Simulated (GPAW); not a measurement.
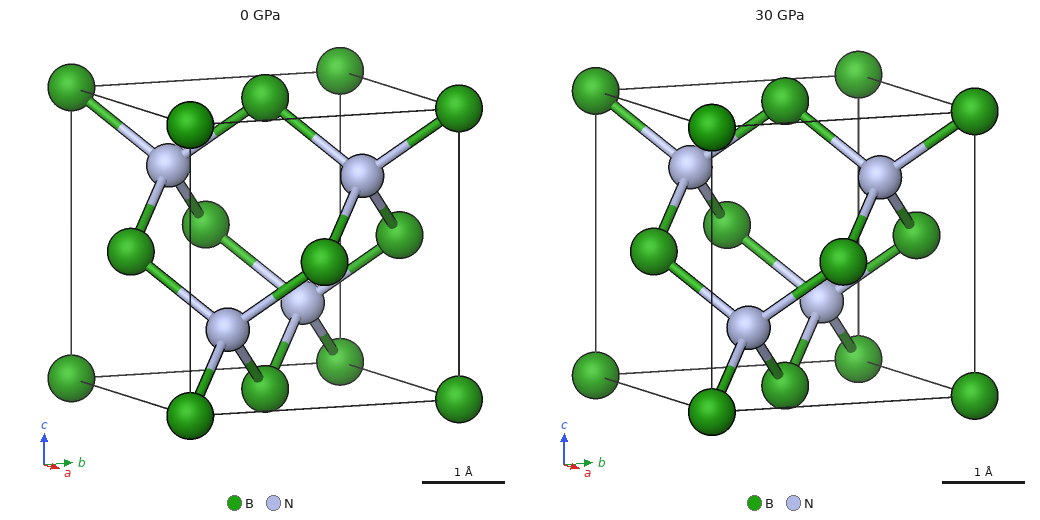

BN, zinc blende type, space group F-43m (No. 216), relaxed (cell and atoms) under a series of hydrostatic pressures; the conventional cell is drawn at the lowest and the highest, to one scale (sticks follow a distance rule). The start was a structure listed in the Materials Project.

Alike in all runs: GPAW 26.7.0; functional PBEsol; potentials PAW data sets generated in the run's folder for this functional; cutoff 800 eV; k mesh 13 × 13 × 13 on the run's cell of 2 atoms; occupations fermi-dirac, width 0.05 eV; no spin polarisation; no spin-orbit coupling.

```tsv
pressure (GPa)	volume (Å³/atom)	a (Å)
0.1	5.840	3.602
2.1	5.810	3.595
5.2	?	?
10.4	5.694	3.571
20.0	5.573	3.546
29.9	5.459	3.521
```

### What equation of state do the given rows imply, and what volume does it predict for the missing row?

The fit gives V0 = 5.84 Å³/atom, B0 = 391 GPa and B0′ = 3.6, which puts the volume at 5.2 GPa at 5.77 Å³/atom. The run gave volume 5.766 Å³/atom; a 3.586 Å.

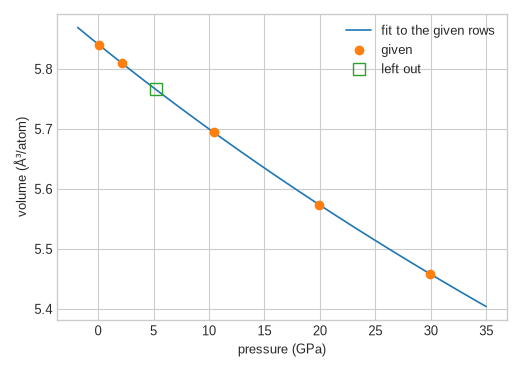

Volume against pressure, with the fit. The structure was kept in its own symmetry, so a change to another phase within this range wouldn't be seen. The gaps aren't listed, since this mesh can miss the band edges.

Caveat: later steps reuse the first step's grids.
